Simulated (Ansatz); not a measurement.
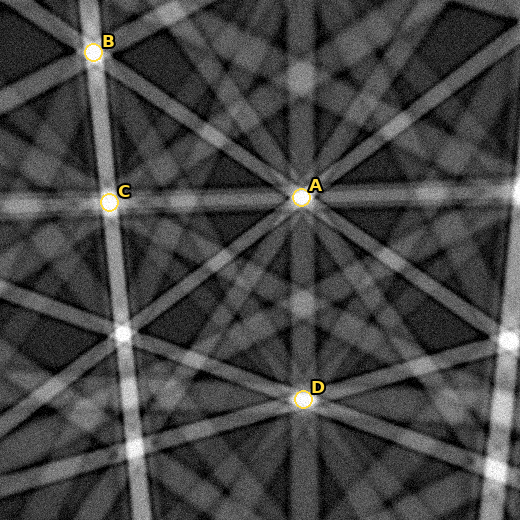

Simulated Kikuchi (electron backscatter) pattern at 30 kV: kinematic bands of width 2θ(Bragg) in gnomonic projection, seen from the camera side; the frame spans ±37° from its centre. Crystal: Mn, space group P6/mmm (No. 191), a = 3.875 Å, c = 2.419 Å (hexagonal axes). Structure: the input geometry of an electronic-structure calculation (not necessarily at equilibrium); the starting structure was generated, so it need not be a known form of this composition.

Pole A is [100] and pole B is [1-11].

**Index the poles C and D.**

C is [1-10], 30.0° from A and 19.8° from B. D is [10-1], 32.0° from A and 59.2° from B.

**Which band joins A and B, and how wide is it?**

It comes from the planes common to both zones. The strongest order is 0 1 1 with d = 1.962 Å, so the band is 2θ = 2.0° wide (λ = 0.0698 Å).
